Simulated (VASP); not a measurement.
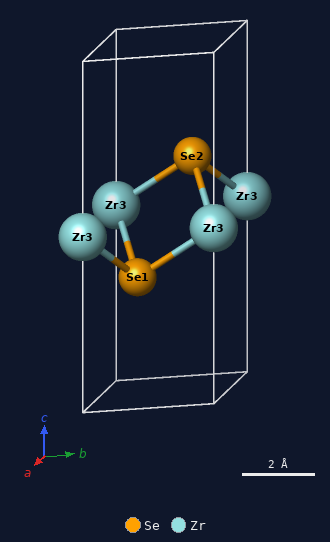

*The structure as given in the input (ball-and-stick view of the cell of the calculation, with the vacuum cut short, seen slightly off an axis; atoms are numbered from 1 in the order of the input).*

Near neighbours in the crystal (not all of them lie inside the picture): Se has 3 Zr at 2.68 Å; Zr has 6 Se at 2.68 Å.

**ZrSe$_{2}$: geometry relaxation (part 1 of 2)**

System: ZrSe$_{2}$ (slab, 3 atoms in the cell).
Method: Kohn-Sham DFT of a periodic cell, PBE, VASP PAW PBE potentials, recommended, no spin polarisation (VASP 6.6.1).

The structure derives from an entry of the Crystallography Open Database.

### OSZICAR
```
N       E                     dE             d eps       ncg     rms          rms(c)
DAV:   1     0.206235140403E+03    0.20624E+03   -0.10795E+04   640   0.123E+03
DAV:   2    -0.267774738500E+01   -0.20891E+03   -0.20576E+03   792   0.293E+02
DAV:   3    -0.207755431751E+02   -0.18098E+02   -0.17996E+02  1176   0.804E+01
DAV:   4    -0.212075954636E+02   -0.43205E+00   -0.43183E+00   800   0.131E+01
DAV:   5    -0.212448599869E+02   -0.37265E-01   -0.37263E-01  1016   0.220E+00    0.132E+01
RMM:   6    -0.195633543001E+02    0.16815E+01   -0.43989E+00   666   0.113E+01    0.549E+00
RMM:   7    -0.196091416297E+02   -0.45787E-01   -0.18515E+00   741   0.618E+00    0.197E+00
RMM:   8    -0.196266325195E+02   -0.17491E-01   -0.59651E-01   697   0.448E+00    0.137E+00
RMM:   9    -0.195786786387E+02    0.47954E-01   -0.32394E-01   727   0.330E+00    0.633E-01
RMM:  10    -0.195771935185E+02    0.14851E-02   -0.68771E-02   802   0.148E+00    0.301E-01
RMM:  11    -0.195784905118E+02   -0.12970E-02   -0.27122E-02   852   0.725E-01    0.234E-01
RMM:  12    -0.195791560103E+02   -0.66550E-03   -0.10502E-02   781   0.671E-01    0.178E-01
RMM:  13    -0.195792136993E+02   -0.57689E-04   -0.44573E-03   793   0.348E-01    0.469E-02
RMM:  14    -0.195796978167E+02   -0.48412E-03   -0.21545E-03   838   0.229E-01    0.265E-02
RMM:  15    -0.195800835047E+02   -0.38569E-03   -0.93326E-04   858   0.141E-01    0.214E-02
RMM:  16    -0.195801359671E+02   -0.52462E-04   -0.37457E-04   882   0.882E-02    0.248E-02
RMM:  17    -0.195801743188E+02   -0.38352E-04   -0.21286E-04   847   0.655E-02    0.139E-02
RMM:  18    -0.195801831238E+02   -0.88049E-05   -0.91129E-05   860   0.432E-02    0.788E-03
RMM:  19    -0.195801892276E+02   -0.61038E-05   -0.51475E-05   878   0.278E-02    0.740E-03
RMM:  20    -0.195801917785E+02   -0.25508E-05   -0.19107E-05   864   0.212E-02    0.446E-03
RMM:  21    -0.195801947027E+02   -0.29242E-05   -0.10181E-05   863   0.163E-02    0.157E-03
RMM:  22    -0.195801953252E+02   -0.62258E-06   -0.47870E-06   729   0.981E-03    0.912E-04
RMM:  23    -0.195801955523E+02   -0.22706E-06   -0.19426E-06   663   0.638E-03    0.831E-04
RMM:  24    -0.195801956536E+02   -0.10130E-06   -0.10734E-06   670   0.501E-03    0.961E-04
RMM:  25    -0.195801957172E+02   -0.63610E-07   -0.40543E-07   502   0.365E-03
   1 F= -.19580196E+02 E0= -.19580196E+02  d E =-.195802E+02
       N       E                     dE             d eps       ncg     rms          rms(c)
DAV:   1    -0.195882090172E+02   -0.80134E-02   -0.56506E-01   728   0.358E+00    0.362E-01
RMM:   2    -0.195895350190E+02   -0.13260E-02   -0.18026E-02   623   0.702E-01    0.152E-01
RMM:   3    -0.195897085730E+02   -0.17355E-03   -0.20792E-03   699   0.267E-01    0.896E-02
RMM:   4    -0.195897277872E+02   -0.19214E-04   -0.45577E-04   717   0.125E-01    0.255E-02
RMM:   5    -0.195897334895E+02   -0.57023E-05   -0.11687E-04   783   0.608E-02    0.197E-02
RMM:   6    -0.195897356158E+02   -0.21263E-05   -0.27801E-05   853   0.249E-02    0.236E-03
RMM:   7    -0.195897370094E+02   -0.13936E-05   -0.10416E-05   764   0.135E-02    0.233E-03
RMM:   8    -0.195897375096E+02   -0.50025E-06   -0.46235E-06   693   0.766E-03    0.243E-03
RMM:   9    -0.195897376192E+02   -0.10956E-06   -0.18922E-06   653   0.556E-03    0.432E-03
RMM:  10    -0.195897378304E+02   -0.21116E-06   -0.10086E-06   606   0.615E-03    0.747E-04
RMM:  11    -0.195897378306E+02   -0.26102E-09   -0.32163E-07   500   0.327E-03
   2 F= -.19589738E+02 E0= -.19589738E+02  d E =-.954211E-02
       N       E                     dE             d eps       ncg     rms          rms(c)
DAV:   1    -0.195910707773E+02   -0.13329E-02   -0.70619E-01   624   0.400E+00    0.415E-01
RMM:   2    -0.195929087178E+02   -0.18379E-02   -0.23953E-02   618   0.817E-01    0.165E-01
RMM:   3    -0.195931819674E+02   -0.27325E-03   -0.31433E-03   700   0.316E-01    0.101E-01
RMM:   4    -0.195932006175E+02   -0.18650E-04   -0.63405E-04   706   0.145E-01    0.304E-02
RMM:   5    -0.195932072854E+02   -0.66678E-05   -0.15412E-04   780   0.690E-02    0.216E-02
RMM:   6    -0.195932096360E+02   -0.23506E-05   -0.35743E-05   835   0.298E-02    0.526E-03
RMM:   7    -0.195932115137E+02   -0.18777E-05   -0.14517E-05   766   0.168E-02    0.475E-03
RMM:   8    -0.195932122152E+02   -0.70148E-06   -0.65248E-06   725   0.954E-03    0.466E-03
RMM:   9    -0.195932123342E+02   -0.11902E-06   -0.26609E-06   678   0.655E-03    0.617E-03
RMM:  10    -0.195932126198E+02   -0.28561E-06   -0.12999E-06   653   0.742E-03    0.934E-04
RMM:  11    -0.195932126492E+02   -0.29404E-07   -0.55870E-07   536   0.374E-03
   3 F= -.19593213E+02 E0= -.19593213E+02  d E =-.130169E-01
       N       E                     dE             d eps       ncg     rms          rms(c)
DAV:   1    -0.195932146899E+02   -0.20701E-05   -0.10195E-03   872   0.151E-01    0.149E-02
RMM:   2    -0.195932169820E+02   -0.22920E-05   -0.30841E-05   606   0.283E-02    0.651E-03
RMM:   3    -0.195932174872E+02   -0.50524E-06   -0.34227E-06   603   0.106E-02    0.380E-03
RMM:   4    -0.195932177605E+02   -0.27327E-06   -0.72703E-07   586   0.483E-03    0.851E-04
RMM:   5    -0.195932177280E+02    0.32499E-07   -0.15442E-07   377   0.250E-03
   4 F= -.19593218E+02 E0= -.19593218E+02  d E =-.130220E-01
```

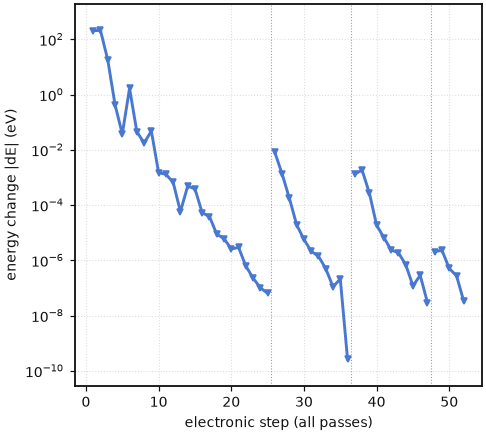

*Convergence of the self-consistent field: energy change |dE| against the electronic step. Each stretch between dotted lines is the SCF of one geometry step of a relaxation.*

The 4 ionic steps take 5 to 25 electronic steps each. The density is held fixed in the first few steps, and dE rises again when its update begins.

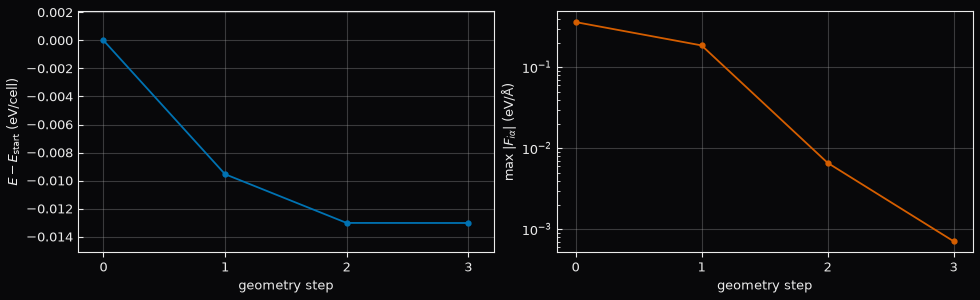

*Progress of the relaxation, step by step (steps are counted from 0).*

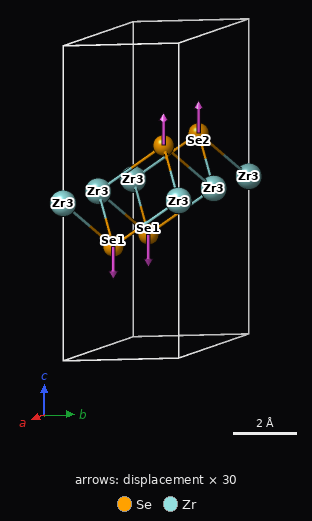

*The starting structure with the displacements as pink arrows, magnified 30 times (ball-and-stick view of the 2 × 1 repeat of the cell, with the vacuum cut short, seen slightly off an axis).*

The largest moves, 0.036 Å, are those of Se1 and Se2. Zr stays in place. The cell doesn't change. Among the contacts that change: Se1–Zr3 2.684 → 2.705 Å. Over 3 geometry steps the energy falls by 13.0 meV per cell of the calculation. The largest force component goes from 0.36 to 0.00071 eV/Å. (Atoms are counted from 1 in the order of the input.)

### Parts of OUTCAR
```
EDIFF = 1E-7
   EDIFFG = -0.003
   ENCUT = 520
   GGA = PE
   IBRION = 2
   ISIF = 2
   ISMEAR = 0
   LASPH = T
   LREAL = F
   NELM = 60
   NSW = 100
   PREC = Accurate

 ion  position               nearest neighbor table
   1  0.667  0.333  0.372-   3 2.68   3 2.68   3 2.68
   2  0.333  0.667  0.628-   3 2.68   3 2.68   3 2.68
   3  0.000  0.000  0.500-   1 2.68   2 2.68   2 2.68   1 2.68   1 2.68   2 2.68

  LATTYP: Found a hexagonal cell.
 ALAT       =     3.7980000000
 C/A-ratio  =     3.1848341273

  Lattice vectors:

 A1 = (   3.7980000000,   0.0000000000,   0.0000000000)
 A2 = (  -1.8990000000,   3.2891644800,   0.0000000000)
 A3 = (   0.0000000000,   0.0000000000,  12.0960000153)

Analysis of symmetry for initial positions (statically):
=====================================================================
 Subroutine PRICEL returns:
 Original cell was already a primitive cell.

 Routine SETGRP: Setting up the symmetry group for a
 hexagonal supercell.

 Subroutine GETGRP returns: Found 12 space group operations
 (whereof 12 operations were pure point group operations)
 out of a pool of 24 trial point group operations.

The static configuration has the point symmetry D_3d.

Analysis of symmetry for dynamics (positions and initial velocities):
=====================================================================
 Subroutine PRICEL returns:
 Original cell was already a primitive cell.

 Routine SETGRP: Setting up the symmetry group for a
 hexagonal supercell.

 Subroutine GETGRP returns: Found 12 space group operations
 (whereof 12 operations were pure point group operations)
 out of a pool of 24 trial point group operations.

The dynamic configuration has the point symmetry D_3d.

 Subroutine INISYM returns: Found 12 space group operations
 (whereof 12 operations are pure point group operations),
 and found     1 'primitive' translations

----------------------------------------------------------------------------------------

                                     Primitive cell

  volume of cell :     151.1062

  direct lattice vectors                    reciprocal lattice vectors
     3.798000000  0.000000000  0.000000000     0.263296472  0.152014289  0.000000000
    -1.899000000  3.289164480  0.000000000     0.000000000  0.304028578  0.000000000
     0.000000000  0.000000000 12.096000015     0.000000000  0.000000000  0.082671958

  length of vectors
     3.798000000  3.797999997 12.096000015     0.304028578  0.304028578  0.082671958

  position of ions in fractional coordinates (direct lattice)
     0.666666667  0.333333333  0.372023809
     0.333333333  0.666666667  0.627976191
     0.000000000  0.000000000  0.500000000

  ion indices of the primitive-cell ions
   primitive index   ion index
                 1           1
                 2           2
                 3           3

----------------------------------------------------------------------------------------

 KPOINTS: k-points

Automatic generation of k-mesh.
 Grid dimensions read from file:
 generate k-points for:   12   12    1

 Generating k-lattice:

  Cartesian coordinates                     Fractional coordinates (reciprocal lattice)
     0.021941373  0.012667857  0.000000000     0.083333333  0.000000000  0.000000000
     0.000000000  0.025335715  0.000000000     0.000000000  0.083333333  0.000000000
     0.000000000  0.000000000  0.082671958     0.000000000  0.000000000  1.000000000

  Length of vectors
     0.025335715  0.025335715  0.082671958

  Shift w.r.t. Gamma in fractional coordinates (k-lattice)
     0.000000000  0.000000000  0.000000000

 Subroutine IBZKPT returns following result:
 ===========================================

 Found     19 irreducible k-points:

 Following reciprocal coordinates:
            Coordinates               Weight
  0.000000  0.000000  0.000000      1.000000
  0.083333  0.000000  0.000000      6.000000
  0.166667  0.000000  0.000000      6.000000
  0.250000  0.000000  0.000000      6.000000
  0.333333  0.000000  0.000000      6.000000
  0.416667 -0.000000  0.000000      6.000000
  0.500000  0.000000  0.000000      3.000000
  0.083333  0.083333  0.000000      6.000000
  0.166667  0.083333  0.000000     12.000000
  0.250000  0.083333  0.000000     12.000000
  0.333333  0.083333  0.000000     12.000000
  0.416667  0.083333  0.000000     12.000000
  0.166667  0.166667  0.000000      6.000000
  0.250000  0.166667  0.000000     12.000000
  0.333333  0.166667  0.000000     12.000000
  0.416667  0.166667  0.000000      6.000000
  0.250000  0.250000  0.000000      6.000000
  0.333333  0.250000  0.000000     12.000000
  0.333333  0.333333  0.000000      2.000000
   k-points           NKPTS =     19   k-points in BZ     NKDIM =     19   number of bands    NBANDS=     16
   number of dos      NEDOS =    301   number of ions     NIONS =      3
   total plane-waves  NPLWV =  70560
   dimension x,y,z NGX =    28 NGY =   28 NGZ =   90
   dimension x,y,z NGXF=    56 NGYF=   56 NGZF=  180
   ions per type =               2   1
   NGX,Y,Z   is equivalent  to a cutoff of  12.26, 12.26, 12.37 a.u.
   NGXF,Y,Z  is equivalent  to a cutoff of  24.51, 24.51, 24.74 a.u.
 SYSTEM =  unknown system
   PREC   = accura    normal or accurate (medium, high low for compatibility)
   ISTART =      0    job   : 0-new  1-cont  2-samecut
   ICHARG =      2    charge: 1-file 2-atom 10-const
   ISPIN  =      1    spin polarized calculation?
   LNONCOLLINEAR =      F non collinear calculations
   LSORBIT =      F    spin-orbit coupling
   LASPH  =      T    aspherical Exc in radial PAW
   ENCUT  =  520.0 eV  38.22 Ry    6.18 a.u.   7.06  7.06 22.49*2*pi/ulx,y,z
   NELM   =     60;   NELMIN=  2; NELMDL= -5     # of ELM steps
   EDIFF  = 0.1E-06   stopping-criterion for ELM
   LREAL  =      F    real-space projection
   EDIFFG = -.3E-02   stopping-criterion for IOM
   NSW    =    100    number of steps for IOM
   IBRION =      2    ionic relax: 0-MD 1-quasi-New 2-CG
   NFREE  =      1    steps in history (QN), initial steepest desc. (CG)
   ISIF   =      2    stress and relaxation
   ISYM   =      2    0-nonsym 1-usesym 2-fastsym
   POTIM  = 0.5000    time-step for ionic-motion
   TEBEG  =    0.0;   TEEND  =   0.0 temperature during run
   PSTRESS=    0.0 pullay stress
   NELECT =      24.0000    total number of electrons
   NUPDOWN=      -1.0000    fix difference up-down
   EMIN   =  10.00;   EMAX   =-10.00  energy-range for DOS
   EFERMI =   0.00;   METHOD = LEGACY
   ISMEAR =     0;   SIGMA  =   0.05  broadening in eV -4-tet -1-fermi 0-gaus
   EFERMI_NEDOS =   21; number of points for ismear=-14 and -15
   IALGO  =     68    algorithm
   IMIX   =      4    mixing-type and parameters
     AMIX     =   0.40;   BMIX     =  1.00
     AMIX_MAG =   1.60;   BMIX_MAG =  1.00
  volume/ion in A,a.u.               =      50.37       339.91
  Fermi-wavevector in a.u.,A,eV,Ry     =   0.886580  1.675393 10.694501  0.786024
  Thomas-Fermi vector in A             =   2.007765
   LORBIT       =      0    0 simple, 1 ext, 2 COOP (PROOUT), +10 PAW based schemes
   GGA     = PE    functional components
   LHFCALC =     F    Hartree Fock is set to
   AEXX    =    0.0000 exact exchange contribution
   IVDW    =     0    specifies the selected vdW correction
   LEPSILON=     F    determine dielectric tensor
   LRPA    =     F    only Hartree local field effects (RPA)
 conjugate gradient relaxation of ions
 non-spin polarized calculation
 RMM-DIIS sequential band-by-band and
 Gauss-broadening in eV      SIGMA  =   0.05
  energy-cutoff  :      520.00
  volume of cell :      151.11
 maximum number of plane-waves:      4089
   NGX = 15   NGY = 15   NGZ = 45

--------------------------------------- Ionic step        1  -------------------------------------------

 number of electron      24.0000000 magnetization

 Free energy of the ion-electron system (eV)
  ---------------------------------------------------
  ext. energy  EPLUGINS =         0.00000000
  ---------------------------------------------------
  free energy    TOTEN  =       -19.58019572 eV

  energy without entropy =      -19.58019572  energy(sigma->0) =      -19.58019572

------------------------ aborting loop because EDIFF is reached ----------------------------------------
```
